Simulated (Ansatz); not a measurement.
## Al3Cu: geometry relaxation

Al3Cu (P4/mmm, 4 atoms in the cell), computed with DFT PBEsol, scalar-relativistic, plane waves, PAW, no spin polarisation (Ansatz 0.2.0).

The structure derives from a Materials Project entry. It belongs to a series of runs on one base structure; here: relaxed again under DFT PBEsol, scalar-relativistic, plane waves, PAW.

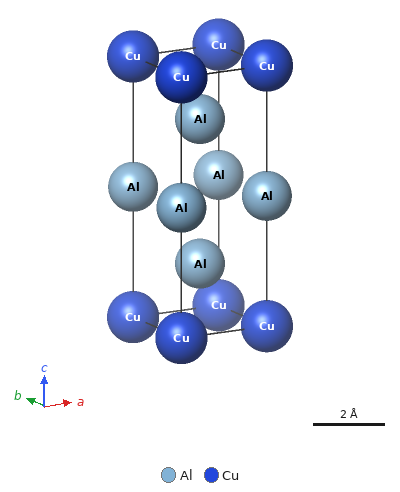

The structure as given in the input (spheres-only view of the cell of the calculation, seen at an oblique angle).

Input
```yaml
crystal:
  lattice:
    - [2.8029787992, 0.0, 0.0]
    - [0.0, 2.8029787992, 0.0]
    - [0.0, 0.0, 7.6757986744]
  atoms:
    - { symbol: Al, position: [0.0, 0.0, 0.5] }
    - { symbol: Al, position: [0.5, 0.5, 0.2227835996] }
    - { symbol: Al, position: [0.5, 0.5, 0.7772164004] }
    - { symbol: Cu, position: [0.0, 0.0, 0.0] }
basis:
  ecutwfc: 420
kpoints:
  mp_grid: { grid: [16, 16, 6] }
hamiltonian:
  xc: pbesol
scf:
  occupations: { method: gaussian, width: 0.1 }
output:
  forces: true
  stress: true
  eigenvalues: true
relax:
  adjacent_minimum: "off"
  f_tol: 0.005
  max_steps: 50
  cell: { stress_tol: 0.05 }
```

Hardware: 1 thread of Intel Xeon @ 2.50GHz (Skylake/Cascade Lake), 192 GiB of memory available, shared host.

Run as:
```bash
ansatz run input.yaml --threads 1 --pin off --max-ram 2560MiB --backend cpu --events-out ev --progress --plain --runs-dir out
```

The program's output
```
Engine: ansatz 0.2.0, x86_64-unknown-linux-gnu
Pseudopotentials: kind: paw
Pseudopotential: Al, paw, valence charge 3, recommended cutoff 420 eV (normal), Al.paw.azcp
Pseudopotential: Cu, paw, valence charge 19, recommended cutoff 420 eV (normal), Cu.paw.azcp
Functional definition: PBEsol
  exchange = pbesol_x
  correlation = pbesol_c
Crystal: 4 atoms, lattice volume = 60.306 Å³
Basis set: ecut = 420 eV, 1205 PW (Γ), exchange–correlation on 40×40×108 points (8 copies of the dense FFT grid, shifted against one another)
Bands: 18, of which v1, the nominal top of the filled ones, is band 14 counted from 1 (13 counted from 0)
Symmetry: 16 space group operations
Space group: P4/mmm (ITA 123), of the structure as read, at distance tolerance 3.9e-5 Å
k-points: 180 of 1536
Non-local potential: Al, projectors of the file, l = 0: 2, l = 1: 2, l = 2: 1
Non-local potential: Cu, projectors of the file, l = 0: 3, l = 1: 2, l = 2: 3, l = 3: 1
PAW form: soft (Blöchl's): semilocal exchange-correlation on the pseudo side does not see the compensation charge
PAW frozen core: Al, regenerated for the run's functional, and the local potential with it (the file was generated under x = pbe(κ = 0.804, μ = 0.2195149727645171), c = pbe(β = 0.06672455060314922))
PAW frozen core: Cu, regenerated for the run's functional, and the local potential with it (the file was generated under x = pbe(κ = 0.804, μ = 0.2195149727645171), c = pbe(β = 0.06672455060314922))
PAW one-centre angular grid: Al, 110 points (default); XC on 64 Gauss nodes
PAW one-centre angular grid: Cu, 590 points (default); XC on 64 Gauss nodes
Initial density: superposition of atomic densities (neutral atoms: chi_scale 0, normalization atom), corrected by the library's trained network
Initial wavefunctions: pseudopotential atomic-orbital guess
Functional: x = pbesol(κ = 0.804, μ = 0.12345679012345678), c = pbesol(β = 0.046)
SCF iter   1: F=—  HF=-8162.786271 eV  |F-HF|=—  |Δ(HF+E_count)|=         —  Δρ=8.22e-3  dr2=3.00e-2  ethr=1.77e-3  ⟨swp⟩=6.1  Hψ=17399  notcnv=0
preconditioner: auto → Kerker (q_TF=auto, 2.401 Å⁻¹)  [metal: Δε(μ)=0.002 eV  Ē_g=7.074 eV  σ=0.100 eV  W_gap=0.01  n_scr=16 (ndim 8)  ℏωp=21.4 eV  f_vac=0.000  D(μ)=1.68/eV (n_scr^D=8)]
SCF iter   2: F=—  HF=-8162.780960 eV  |F-HF|=—  |Δ(HF+E_count)|=   5.31e-3  Δρ=1.56e-3  dr2=1.00e-2  ethr=1.07e-4  ⟨swp⟩=2.0  Hψ=6461  notcnv=0  defer=7
SCF iter   3: F=—  HF=-8162.780152 eV  |F-HF|=—  |Δ(HF+E_count)|=   8.08e-4  Δρ=1.13e-3  dr2=4.28e-3  ethr=3.58e-5  ⟨swp⟩=1.0  Hψ=3196  notcnv=0  defer=7
SCF iter   4: F=—  HF=-8162.779550 eV  |F-HF|=—  |Δ(HF+E_count)|=   6.01e-4  Δρ=2.61e-4  dr2=3.09e-4  ethr=1.53e-5  ⟨swp⟩=1.6  Hψ=3389  notcnv=0  defer=7
SCF iter   5: F=—  HF=-8162.779514 eV  |F-HF|=—  |Δ(HF+E_count)|=   3.59e-5  Δρ=2.76e-5  dr2=2.74e-6  ethr=1.11e-6  ⟨swp⟩=1.9  Hψ=3509  notcnv=0  defer=7
SCF iter   6: F=—  HF=-8162.779597 eV  |F-HF|=—  |Δ(HF+E_count)|=   8.23e-5  Δρ=1.15e-5  dr2=6.63e-8  ethr=3.57e-10  ⟨swp⟩=4.6  Hψ=15271  notcnv=0
SCF iter   7: F=-8162.779597 eV  HF=-8162.779597 eV  |F-HF|=6.40e-9  |Δ(HF+E_count)|=   6.06e-9  Δρ=2.79e-6  dr2=5.88e-9  ethr=2.37e-10  ⟨swp⟩=3.6  Hψ=9221  notcnv=0
SCF 1 converged in 7 iterations: F = -8162.779597 eV  dr2 = 5.88e-9
  greatest PAW one-centre occupation: 1.000 electrons in one spin orbital (limit 2), on the Cu atom at site 3 (counted from 0), in its partial waves of l = 0
relax step   1: F+E_penalty+E_count = -8162.77959666 eV  Δ(F+E_penalty+E_count) = +0.000e0 eV  max|allowed force component| = 1.434e-1 eV/Å  Δτ_max = 0.0000 Å  P = -2.737 GPa  Ω = 60.306 Å³  (7 SCF iters, dr2 threshold 1.00e-7 eV, accepted)
Crystal: 4 atoms, lattice volume = 58.721 Å³
Basis set: ecut = 420 eV, 1189 PW (Γ), exchange–correlation on 40×40×108 points (8 copies of the dense FFT grid, shifted against one another)
Initial density: handed on by an earlier stage of this run
Initial wavefunctions: those handed on with the density
iter 1 solved again at ethr=2.36e-4 eV; its pass at ethr=3.10e-3 eV (dr2=6.62e-2 eV) is discarded
SCF iter   1: F=—  HF=-8162.802788 eV  |F-HF|=—  |Δ(HF+E_count)|=         —  Δρ=9.94e-3  dr2=6.64e-2  ethr=2.36e-4  ⟨swp⟩=1.0  Hψ=18716  notcnv=0
preconditioner: auto → Kerker (q_TF=auto, 2.411 Å⁻¹)  [metal: Δε(μ)=0.017 eV  Ē_g=7.149 eV  σ=0.100 eV  W_gap=0.09  n_scr=16 (ndim 8)  ℏωp=21.7 eV  f_vac=0.000  D(μ)=1.65/eV (n_scr^D=4)]
SCF iter   2: F=—  HF=-8162.796123 eV  |F-HF|=—  |Δ(HF+E_count)|=   6.66e-3  Δρ=1.42e-3  dr2=6.02e-3  ethr=2.36e-4  ⟨swp⟩=2.1  Hψ=4818  notcnv=0
SCF iter   3: F=—  HF=-8162.794889 eV  |F-HF|=—  |Δ(HF+E_count)|=   1.23e-3  Δρ=1.50e-3  dr2=4.06e-3  ethr=2.15e-5  ⟨swp⟩=2.3  Hψ=4309  notcnv=0
SCF iter   4: F=—  HF=-8162.794445 eV  |F-HF|=—  |Δ(HF+E_count)|=   4.44e-4  Δρ=3.01e-4  dr2=2.02e-4  ethr=1.45e-5  ⟨swp⟩=1.3  Hψ=3525  notcnv=0
SCF iter   5: F=—  HF=-8162.794568 eV  |F-HF|=—  |Δ(HF+E_count)|=   1.22e-4  Δρ=6.98e-5  dr2=3.26e-6  ethr=7.20e-7  ⟨swp⟩=2.0  Hψ=3700  notcnv=0
SCF iter   6: F=—  HF=-8162.794569 eV  |F-HF|=—  |Δ(HF+E_count)|=   1.61e-6  Δρ=2.77e-5  dr2=6.32e-7  ethr=1.43e-9  ⟨swp⟩=5.4  Hψ=15203  notcnv=0
SCF iter   7: F=-8162.794569 eV  HF=-8162.794569 eV  |F-HF|=2.36e-9  |Δ(HF+E_count)|=   2.47e-8  Δρ=2.72e-6  dr2=5.47e-9  ethr=1.43e-9  ⟨swp⟩=3.6  Hψ=9319  notcnv=0
SCF 2 converged in 7 iterations: F = -8162.794569 eV  dr2 = 5.47e-9
relax step   2: F+E_penalty+E_count = -8162.79456917 eV  Δ(F+E_penalty+E_count) = -1.497e-2 eV  max|allowed force component| = 1.021e-1 eV/Å  Δτ_max = 0.0011 Å  P = -0.148 GPa  Ω = 58.721 Å³  energy of the carried Pulay correction = +6.491e-4 eV  (7 SCF iters, dr2 threshold 4.00e-7 eV, accepted)
Crystal: 4 atoms, lattice volume = 58.723 Å³
iter 1 solved again at ethr=1.22e-5 eV; its pass at ethr=3.10e-3 eV (dr2=3.40e-3 eV) is discarded
SCF iter   1: F=—  HF=-8162.796655 eV  |F-HF|=—  |Δ(HF+E_count)|=         —  Δρ=8.85e-4  dr2=3.43e-3  ethr=1.22e-5  ⟨swp⟩=1.1  Hψ=16124  notcnv=0
preconditioner: auto → Kerker (q_TF=auto, 2.411 Å⁻¹)  [metal: Δε(μ)=0.007 eV  Ē_g=7.271 eV  σ=0.100 eV  W_gap=0.04  n_scr=16 (ndim 8)  ℏωp=21.7 eV  f_vac=0.000  D(μ)=1.62/eV (n_scr^D=4)]
SCF iter   2: F=—  HF=-8162.796355 eV  |F-HF|=—  |Δ(HF+E_count)|=   3.00e-4  Δρ=5.31e-4  dr2=1.57e-3  ethr=1.22e-5  ⟨swp⟩=1.0  Hψ=3241  notcnv=0
SCF iter   3: F=—  HF=-8162.796213 eV  |F-HF|=—  |Δ(HF+E_count)|=   1.41e-4  Δρ=1.08e-3  dr2=4.22e-4  ethr=5.61e-6  ⟨swp⟩=1.9  Hψ=3564  notcnv=0
SCF iter   4: F=—  HF=-8162.796130 eV  |F-HF|=—  |Δ(HF+E_count)|=   8.28e-5  Δρ=1.33e-4  dr2=1.23e-5  ethr=1.51e-6  ⟨swp⟩=2.0  Hψ=4560  notcnv=0
SCF iter   5: F=—  HF=-8162.796231 eV  |F-HF|=—  |Δ(HF+E_count)|=   1.00e-4  Δρ=3.76e-5  dr2=6.33e-7  ethr=4.39e-8  ⟨swp⟩=2.2  Hψ=4600  notcnv=0
SCF iter   6: F=-8162.796230 eV  HF=-8162.796231 eV  |F-HF|=3.33e-7  |Δ(HF+E_count)|=   2.77e-8  Δρ=2.56e-5  dr2=3.10e-7  ethr=1.43e-9  ⟨swp⟩=4.5  Hψ=11945  notcnv=0
SCF 3 converged in 6 iterations: F = -8162.796230 eV  dr2 = 3.10e-7
relax step   3: F+E_penalty+E_count = -8162.79623042 eV  Δ(F+E_penalty+E_count) = -1.661e-3 eV  max|allowed force component| = 1.037e-2 eV/Å  Δτ_max = 0.0150 Å  P = +0.016 GPa  Ω = 58.723 Å³  energy of the carried Pulay correction = +6.482e-4 eV  (6 SCF iters, dr2 threshold 4.00e-7 eV, accepted)
Crystal: 4 atoms, lattice volume = 58.742 Å³
iter 1 solved again at ethr=2.16e-7 eV; its pass at ethr=3.10e-3 eV (dr2=6.03e-5 eV) is discarded
SCF iter   1: F=—  HF=-8162.796165 eV  |F-HF|=—  |Δ(HF+E_count)|=         —  Δρ=1.10e-4  dr2=5.90e-5  ethr=2.16e-7  ⟨swp⟩=2.5  Hψ=17878  notcnv=0
preconditioner: auto → Kerker (q_TF=auto, 2.411 Å⁻¹)  [metal: Δε(μ)=0.010 eV  Ē_g=7.263 eV  σ=0.100 eV  W_gap=0.06  n_scr=16 (ndim 8)  ℏωp=21.7 eV  f_vac=0.000  D(μ)=1.64/eV (n_scr^D=4)]
SCF iter   2: F=—  HF=-8162.796266 eV  |F-HF|=—  |Δ(HF+E_count)|=   1.01e-4  Δρ=1.06e-4  dr2=1.88e-5  ethr=2.11e-7  ⟨swp⟩=1.1  Hψ=3251  notcnv=0
SCF iter   3: F=—  HF=-8162.796269 eV  |F-HF|=—  |Δ(HF+E_count)|=   2.59e-6  Δρ=2.44e-4  dr2=3.51e-5  ethr=6.71e-8  ⟨swp⟩=2.0  Hψ=5360  notcnv=0  recentre
SCF iter   4: F=—  HF=-8162.796263 eV  |F-HF|=—  |Δ(HF+E_count)|=   6.05e-6  Δρ=1.03e-5  dr2=1.14e-7  ethr=6.71e-8  ⟨swp⟩=2.0  Hψ=4526  notcnv=0
SCF iter   5: F=—  HF=-8162.796261 eV  |F-HF|=—  |Δ(HF+E_count)|=   2.20e-6  Δρ=2.74e-5  dr2=3.55e-7  ethr=4.08e-10  ⟨swp⟩=2.0  Hψ=5609  notcnv=0
SCF iter   6: F=-8162.796261 eV  HF=-8162.796261 eV  |F-HF|=3.82e-10  |Δ(HF+E_count)|=   6.03e-8  Δρ=2.34e-6  dr2=2.04e-9  ethr=4.49e-11  ⟨swp⟩=2.8  Hψ=12852  notcnv=0
SCF 4 converged in 6 iterations: F = -8162.796261 eV  dr2 = 2.04e-9
relax step   4: F+E_penalty+E_count = -8162.79626073 eV  Δ(F+E_penalty+E_count) = -3.030e-5 eV  max|allowed force component| = 8.159e-5 eV/Å  Δτ_max = 0.0018 Å  P = +0.002 GPa  Ω = 58.742 Å³  energy of the carried Pulay correction = +6.403e-4 eV  (6 SCF iters, dr2 threshold 1.26e-8 eV, accepted)
Initial wavefunctions: pseudopotential atomic-orbital guess (no wavefunctions were taken with the density)
iter 1 solved again at ethr=4.96e-8 eV; its pass at ethr=3.10e-3 eV (dr2=1.39e-5 eV) is discarded
SCF iter   1: F=—  HF=-8162.795594 eV  |F-HF|=—  |Δ(HF+E_count)|=         —  Δρ=3.42e-5  dr2=7.61e-8  ethr=4.96e-8  ⟨swp⟩=3.0  Hψ=25729  notcnv=0
preconditioner: auto → Kerker (q_TF=auto, 2.411 Å⁻¹)  [metal: Δε(μ)=0.008 eV  Ē_g=7.261 eV  σ=0.100 eV  W_gap=0.05  n_scr=16 (ndim 8)  ℏωp=21.7 eV  f_vac=0.000  D(μ)=1.64/eV (n_scr^D=4)]
SCF iter   2: F=—  HF=-8162.795699 eV  |F-HF|=—  |Δ(HF+E_count)|=   1.04e-4  Δρ=2.58e-5  dr2=2.65e-7  ethr=2.72e-10  ⟨swp⟩=2.0  Hψ=5782  notcnv=0
SCF iter   3: F=—  HF=-8162.795699 eV  |F-HF|=—  |Δ(HF+E_count)|=   1.63e-8  Δρ=1.42e-5  dr2=1.59e-8  ethr=2.72e-10  ⟨swp⟩=2.1  Hψ=5328  notcnv=0
SCF iter   4: F=—  HF=-8162.795699 eV  |F-HF|=—  |Δ(HF+E_count)|=  9.46e-10  Δρ=4.78e-6  dr2=2.41e-9  ethr=5.68e-11  ⟨swp⟩=2.4  Hψ=5323  notcnv=0
SCF iter   5: F=—  HF=-8162.795699 eV  |F-HF|=—  |Δ(HF+E_count)|=  2.91e-10  Δρ=1.61e-6  dr2=6.29e-10  ethr=8.59e-12  ⟨swp⟩=2.0  Hψ=4476  notcnv=0
SCF iter   6: F=-8162.795699 eV  HF=-8162.795699 eV  |F-HF|=1.73e-11  |Δ(HF+E_count)|=  3.55e-11  Δρ=1.81e-7  dr2=9.93e-12  ethr=1.00e-12  ⟨swp⟩=3.0  Hψ=12301  notcnv=0
SCF 5 converged in 6 iterations: F = -8162.795699 eV  dr2 = 9.93e-12
relax step   5: F+E_penalty+E_count = -8162.79569863 eV  Δ(F+E_penalty+E_count) = +5.621e-4 eV  max|allowed force component| = 1.815e-4 eV/Å  Δτ_max = 0.0000 Å  P = -0.011 GPa  Ω = 58.742 Å³  stress off target by 2.17e-2 GPa  SCF on the basis re-selected at this cell (its energy is not comparable with the rows above)  (6 SCF iters)
```

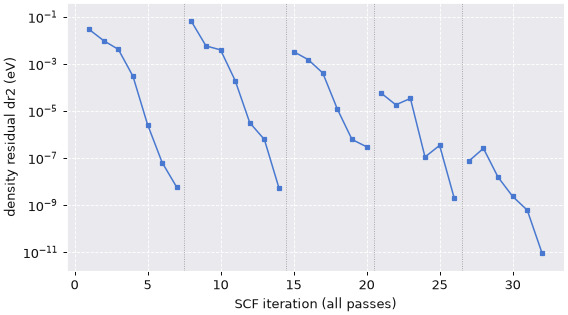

Convergence of the self-consistent field: density residual dr2 against the SCF iteration. The dotted lines part the SCF passes of the relaxation: geometry steps, rejected trials and re-solves on a re-selected basis. The 5 passes take 6 to 7 iterations each, 32 in all.

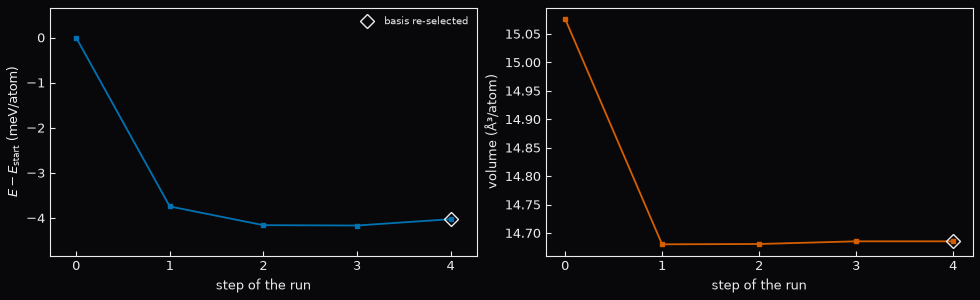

Progress of the relaxation, step by step (the first geometry is step 0 here and step 1 in the log).

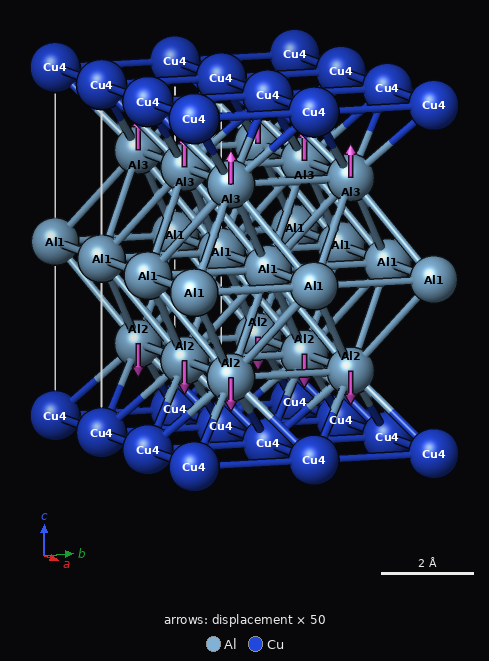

The starting structure with the displacements (without the part carried along by the change of the cell) as pink arrows, magnified 50 times (ball-and-stick view of the cell of the calculation, repeated 3 × 2 × 1, seen slightly off an axis). The largest moves relative to the cell, 0.016 Å, are those of Al2 and Al3. Cu stays in place. The volume changes by −2.6 %, with a = b 2.803 → 2.779 Å (−0.8 %), c 7.676 → 7.604 Å (−0.9 %). Among the contacts that change: Al2–Cu4 2.618 → 2.585 Å, Al1–Al1 2.803 → 2.779 Å, Cu4–Cu4 2.803 → 2.779 Å, Al1–Al2 2.908 → 2.893 Å. The space group stays P4/mmm (No. 123). The energy falls by 4.2 meV per atom in 3 geometry steps. The largest force component goes from 0.14 to 0.00018 eV/Å. Pressure: −2.74 GPa at the start and −0.01 GPa at the end. A last SCF at the same geometry on a re-selected plane-wave basis shifts the energy by +0.1 meV per atom. (Atoms are counted from 1 in the order of the input.)

```
basis re-selected at this cell: Δ(F+E_penalty+E_count) = +5.621e-4 eV, ΔP = -0.013 GPa vs the last step (what re-selecting the basis moved, of the pressure what is left beyond the Pulay correction that the steps carried, after the strain that the cell walked since its last selection, with what the two solves' SCF thresholds leave and, on support functions, any second-order correction that the steps lacked; it is no measure of the basis error at this ecutwfc). This SCF's stress stands 2.17e-2 GPa from its target on what of the cell is left free (relax.cell.stress_tol is 5.00e-2 GPa) and its largest allowed force component is 1.82e-4 eV/Å (relax.f_tol is 5.00e-3 eV/Å): within both
SCF converged after 6 iterations
Free energy (F): -8162.795699 eV
Harris-Foulkes:  -8162.795699 eV  (|F-HF|=1.73e-11)
Internal energy: -8162.787507 eV  (E = F + TS)
E sigma→0 (E₀):  -8162.791603 eV
Entropy (-TS):   -0.008191 eV (-2.048 meV/atom)
Fermi energy:    10.211428 eV
--- Per-component energies (eV) ---
  E_band       = -451.675559
  E_kinetic    = 370.759767
  E_local      = -7561.825969  (includes V_loc(G=0)·N_el)
  E_nonlocal   = 419.364693
  E_hartree    = 3490.272890
  E_xc         = -208.775561
  E_vxc        = -204.897848  (∫ρ·V_xc dr)
  E_paw        = -2987.965375  (= ΣΔE_a)
  E_vpaw       = -455.621889  (= ΣTr[D̂ρ^β])
  E_aug_tail   = 0.000261  (compensation charges beyond the density's cutoff)
  E_ewald      = -1684.881833
  E_core_change = 0.263619  (= ΣΔE_core)
  E_smearing   = -0.008191  (= −TS)
  E_closure    = 0.000000  (closes the sum)
  Σ components = -8162.795699   (vs F -8162.795699, Δ=0.00e0)
--- Forces (eV/Å), atoms counted from 1 ---
  atom   1  Al    -0.00000000    -0.00000000     0.00000000
  atom   2  Al     0.00000000     0.00000000    -0.00018152
  atom   3  Al     0.00000000     0.00000000     0.00018152
  atom   4  Cu     0.00000000    -0.00000000     0.00000000
  max |Σ_I F_I| component: 4.34e-19 eV/Å
--- Stress (GPa, compression-positive) ---
       -0.005121       0.000000       0.000000
        0.000000      -0.005121       0.000000
        0.000000       0.000000      -0.021728
  P = ⅓ Tr σ = -0.0107 GPa (-0.107 kbar)
--- Band table (eV; the first three rows and the last of 180) ---
  k-point 0: bands = ["-103.1335", "-60.6934", "-60.6130", "-60.6130", "-1.0159", "1.3968", "1.6648", "5.6781", "5.7590", "6.5756", "6.5756", "6.9740", "8.3730", "10.6621", "16.5758", "16.8362", "16.8362", "18.0874"]
  k-point 1: bands = ["-103.1335", "-60.6934", "-60.6130", "-60.6130", "-0.9440", "0.7550", "2.4258", "5.6769", "5.6781", "6.5756", "6.5756", "6.9740", "7.7367", "11.4964", "16.5735", "16.9050", "16.9050", "18.0654"]
  k-point 2: bands = ["-103.1335", "-60.6934", "-60.6130", "-60.6130", "-0.7285", "0.1256", "3.3985", "5.2935", "5.6781", "6.5755", "6.5755", "6.9349", "6.9740", "13.0133", "16.5688", "17.0484", "17.1105", "17.1105"]
  k-point 179: bands = ["-103.1309", "-60.6899", "-60.6319", "-60.6319", "4.7994", "5.5115", "5.5115", "6.3498", "7.3608", "8.3454", "8.3454", "8.5914", "8.5914", "9.6769", "9.7191", "10.8235", "11.8211", "13.4725"]
--- Relaxed structure (4 steps of the walk, 4 accepted, 1 SCFs on fresh bases) ---
  F+E_penalty+E_count = -8162.79569863 eV   max|allowed force component| = 1.815e-4 eV/Å   (the final SCF, on the basis selected at the relaxed cell)
  cell:  # Å, volume = 58.7419 Å³
    - [2.7794561908378994, -4.301856506247586e-36, 0.0]
    - [-4.301856506247586e-36, 2.7794561908378994, 0.0]
    - [0.0, 0.0, 7.603762211784838]
  atoms:
    - { symbol: Al, position: [-4.4252266172747937e-35, 9.859465293037375e-36, 0.5] }
    - { symbol: Al, position: [0.5, 0.5, 0.22074363022256388] }
    - { symbol: Al, position: [0.5, 0.5, 0.7792563697774363] }
    - { symbol: Cu, position: [1.2111499687916606e-35, -3.224980353188321e-36, 0.0] }
```

Trajectory as extended XYZ (Å, eV, eV/Å), 5 frames, from step=1 to step=5
```
4
Lattice="2.8030 0.0000 0.0000 0.0000 2.8030 0.0000 0.0000 0.0000 7.6758" Properties=species:S:1:pos:R:3:forces:R:3 step=1 energy=-8162.77960 pressure_GPa=-2.74
Al    0.0000    0.0000    3.8379    0.0000   0.0000   0.0000
Al    1.4015    1.4015    1.7100    0.0000   0.0000  -0.1434
Al    1.4015    1.4015    5.9658    0.0000   0.0000   0.1434
Cu    0.0000    0.0000    0.0000    0.0000   0.0000   0.0000
4
Lattice="2.7787 0.0000 0.0000 0.0000 2.7787 0.0000 0.0000 0.0000 7.6052" Properties=species:S:1:pos:R:3:forces:R:3 step=2 energy=-8162.79457 pressure_GPa=-0.15
Al    0.0000    0.0000    3.8026    0.0000   0.0000   0.0000
Al    1.3893    1.3893    1.6954    0.0000   0.0000  -0.1021
Al    1.3893    1.3893    5.9098    0.0000   0.0000   0.1021
Cu    0.0000    0.0000    0.0000    0.0000   0.0000   0.0000
4
Lattice="2.7782 0.0000 0.0000 0.0000 2.7782 0.0000 0.0000 0.0000 7.6082" Properties=species:S:1:pos:R:3:forces:R:3 step=3 energy=-8162.79623 pressure_GPa=0.02
Al    0.0000    0.0000    3.8041    0.0000   0.0000   0.0000
Al    1.3891    1.3891    1.6812    0.0000   0.0000  -0.0104
Al    1.3891    1.3891    5.9270    0.0000   0.0000   0.0104
Cu    0.0000    0.0000    0.0000    0.0000   0.0000   0.0000
4
Lattice="2.7795 0.0000 0.0000 0.0000 2.7795 0.0000 0.0000 0.0000 7.6038" Properties=species:S:1:pos:R:3:forces:R:3 step=4 energy=-8162.79626 pressure_GPa=0.00
Al    0.0000    0.0000    3.8019    0.0000   0.0000   0.0000
Al    1.3897    1.3897    1.6785    0.0000   0.0000  -0.0001
Al    1.3897    1.3897    5.9253    0.0000   0.0000   0.0001
Cu    0.0000    0.0000    0.0000    0.0000   0.0000   0.0000
4
Lattice="2.7795 0.0000 0.0000 0.0000 2.7795 0.0000 0.0000 0.0000 7.6038" Properties=species:S:1:pos:R:3:forces:R:3 step=5 energy=-8162.79570 pressure_GPa=-0.01
Al    0.0000    0.0000    3.8019    0.0000   0.0000   0.0000
Al    1.3897    1.3897    1.6785    0.0000   0.0000  -0.0002
Al    1.3897    1.3897    5.9253    0.0000   0.0000   0.0002
Cu    0.0000    0.0000    0.0000    0.0000   0.0000   0.0000
```

Summary

| quantity | value |
| --- | --- |
| outcome | converged |
| space group (tolerance 0.01 Å) | P4/mmm (123) |
| electrons treated | 28 |
| free energy | −8162.7957 eV |
| Fermi energy | 10.211 eV |
| gap on the k-point mesh | none (metallic) |
| pressure | −0.01 GPa |
| final volume | 58.74 Å³ |
| largest force (length of the vector) at the end | under 0.001 eV/Å |
| final cell | a = 2.779 Å, b = 2.779 Å, c = 7.604 Å, α = 90.00°, β = 90.00°, γ = 90.00° |
| wall time | 71 s |
| peak memory | 0.53 GiB |
